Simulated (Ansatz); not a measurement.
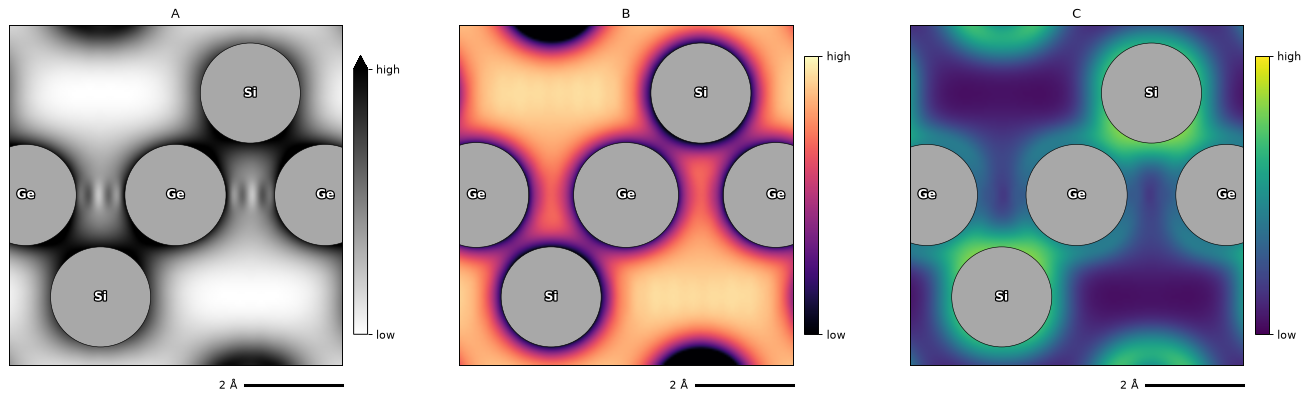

SiGe: 3 fields on the (110) plane of the conventional cell, with unlabelled colour scales. Grey discs cover the atomic cores.

Space group P6₃/mmc; started from the NiAs prototype, which need not be the ambient phase.

Computed with DFT, PBEsol, plane waves, PAW (Ansatz).

**The panels show electron localisation function, electrostatic potential energy of an electron and valence pseudo-density in some order. Assign them.**

Panel A: valence pseudo-density. Panel B: electrostatic potential energy of an electron (low next to the atoms, rising into the space between them). Panel C: electron localisation function. From the grid: Si–Ge (2.61 Å): ρ is about 0.36 e/Å³ halfway; the ELF peaks at about 0.80 in the valence shell of Si, 0.9 Å from its nucleus, and is about 0.70 at the midpoint.
